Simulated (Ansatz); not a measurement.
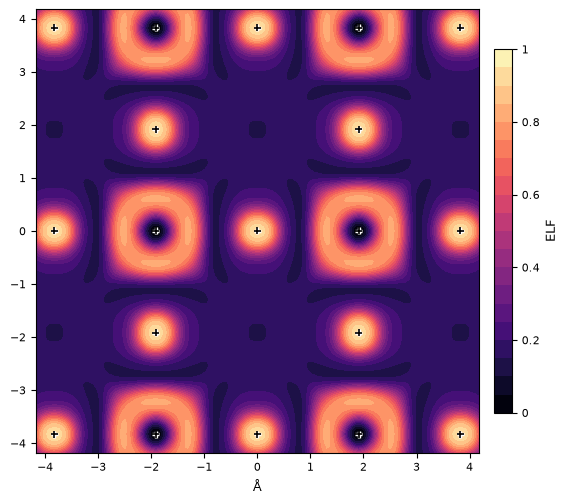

The ELF on a plane through atoms (crosses mark nuclei in the plane).

Method: DFT PBE, scalar-relativistic, plane waves, PAW in Ansatz 0.2.0.

Candidates:
A. AlN, a = 4.20 Å, b = 4.20 Å, c = 4.20 Å, α = 90.00°, β = 90.00°, γ = 90.00°. Space group Fm-3m; a structure from a database of computed crystals, not necessarily the ambient phase; changed on purpose from its base cell (volume × 1.10); computed pressure about −20 GPa in this cell.
B. Cu$_{3}$N, a = 3.83 Å, b = 3.83 Å, c = 3.83 Å, α = 90.00°, β = 90.00°, γ = 90.00°. Space group Pm-3m; computed without spin polarisation.
C. CoPtO$_{2}$, a = 2.85 Å, b = 2.85 Å, c = 17.88 Å, α = 90.00°, β = 90.00°, γ = 120.00°. Space group R-3m; a structure from a database of computed crystals, not necessarily the ambient phase; computed without spin polarisation.

Question: Which system is this?

Answer: Candidate B: Cu$_{3}$N on the (001) plane of the conventional cell, which holds Cu and N. Cu–N (1.91 Å): the ELF peaks at about 0.80 in the valence shell of N, 0.6 Å from its nucleus, and is about 0.30 at the midpoint.
